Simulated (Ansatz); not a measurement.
Pt (Fmm2, No. 42): the geometry relaxed with DFT PBE, scalar-relativistic, plane waves, PAW (Ansatz 0.2.0); the starting structure was generated, so it need not be a known form of this composition.

```yaml
crystal:
  lattice:
    - [8.00907, 0.00000, 0.00000]
    - [0.00000, 9.00893, 0.00000]
    - [0.00000, 0.00000, 5.08918]
  atoms:
    - { symbol: Pt, position: [0.82439, 0.00000, 0.45754] }
    - { symbol: Pt, position: [0.17561, 0.00000, 0.45754] }
    - { symbol: Pt, position: [0.00000, 0.22350, 0.67372] }
    - { symbol: Pt, position: [0.00000, 0.27650, 0.17372] }
    - { symbol: Pt, position: [0.00000, 0.00000, 0.00917] }
    - { symbol: Pt, position: [0.82439, 0.50000, 0.95754] }
    - { symbol: Pt, position: [0.17561, 0.50000, 0.95754] }
    - { symbol: Pt, position: [0.00000, 0.72350, 0.17372] }
    - { symbol: Pt, position: [0.00000, 0.77650, 0.67372] }
    - { symbol: Pt, position: [0.00000, 0.50000, 0.50917] }
    - { symbol: Pt, position: [0.32439, 0.00000, 0.95754] }
    - { symbol: Pt, position: [0.67561, 0.00000, 0.95754] }
    - { symbol: Pt, position: [0.50000, 0.22350, 0.17372] }
    - { symbol: Pt, position: [0.50000, 0.27650, 0.67372] }
    - { symbol: Pt, position: [0.50000, 0.00000, 0.50917] }
    - { symbol: Pt, position: [0.32439, 0.50000, 0.45754] }
    - { symbol: Pt, position: [0.67561, 0.50000, 0.45754] }
    - { symbol: Pt, position: [0.50000, 0.72350, 0.67372] }
    - { symbol: Pt, position: [0.50000, 0.77650, 0.17372] }
    - { symbol: Pt, position: [0.50000, 0.50000, 0.00917] }
```

What will a HAADF-like image along [010] show? Simulated incoherent Z contrast: every atom adds Z^1.7 spread by a probe of 0.50 Å full width; channelling and multiple scattering are left out. The display is stretched by a gamma of 0.8; percentages refer to the linear signal.

The columns repeat on a rectangular net of 2.54 × 4.00 Å (plane group pm). The brightest columns hold 2 Pt per repeat; in falling brightness follow 1 Pt (about 50 %). Brightness is counted from the darkest point of the image. The closest visible columns (Pt and Pt) are 0.84 Å apart in projection. Along the beam the structure repeats every 9.01 Å.

| column | atoms along the beam per repeat | peak brightness |
| --- | --- | --- |
| Pt | 2 Pt | 100 % |
| Pt | 1 Pt | 50 % |

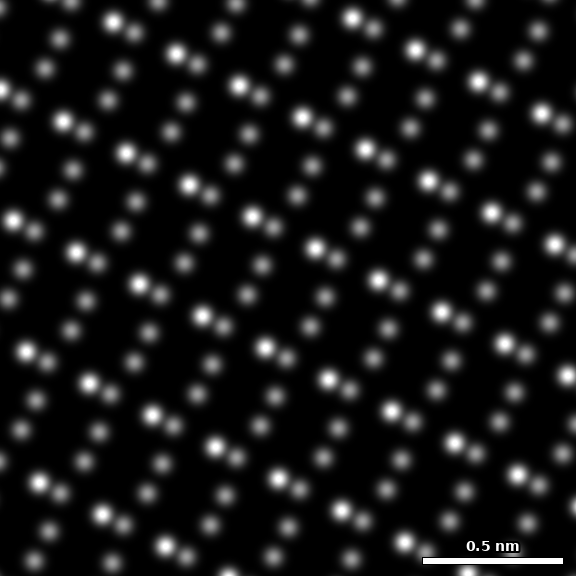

The simulated image.
